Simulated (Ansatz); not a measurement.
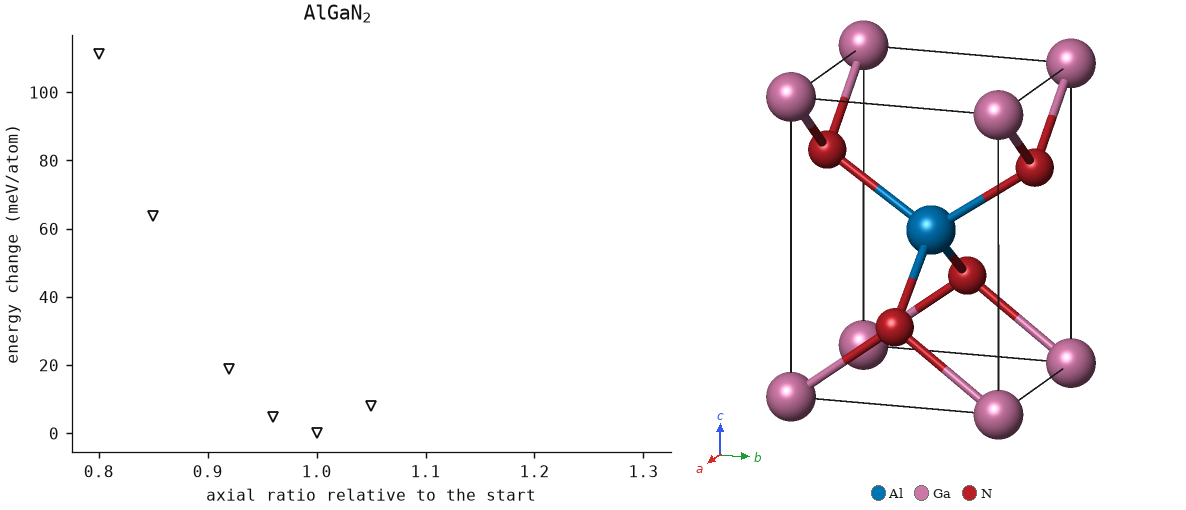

The picture above shows the energy change against relative axial ratio for AlGaN₂, space group P-4m2 (No. 115). The cell is drawn beside the plot.

Starting cell:
```yaml
crystal:
  lattice:
    - [3.14088, 0.00000, 0.00000]
    - [0.00000, 3.14088, 0.00000]
    - [0.00000, 0.00000, 4.42384]
  atoms:
    - { symbol: Al, position: [0.50000, 0.50000, 0.50000] }
    - { symbol: Ga, position: [0.00000, 0.00000, 0.00000] }
    - { symbol: N, position: [0.50000, 0.00000, 0.73826] }
    - { symbol: N, position: [0.00000, 0.50000, 0.26174] }
```

Computed with Ansatz 0.2.0: deformation of a crystal at fixed volume, lengths along the axis scaled against those across it, fractional coordinates fixed, by plane-wave density functional theory with PAW datasets, free energies less that of the undisturbed cell; scalar-relativistic. Level: r2SCAN, no spin polarisation.

| setting | value |
| --- | --- |
| wave cutoff | 500 eV |
| k mesh | 8×8×6 |
| occupations | Gaussian |
| smearing width | 0.05 eV |
| k shift | (0, 0, 0) (mesh steps) |
| start | as given |
| path | tetragonal |
| axis direction | (0, 0, 1) (Cartesian unit vector) |

The points at relative axial ratio 1.10, 1.20 and 1.30 are left out of the plot. What values does the calculation give there?

| axial ratio relative to the start | energy change (meV/atom) |
| --- | --- |
| 1.10 | 34 |
| 1.20 | 141 |
| 1.30 | 329 |

Limits of the calculation: reference crystal is not relaxed; shape and atomic fractions are frozen while scaling, which makes layered, chain and framework solids too stiff.
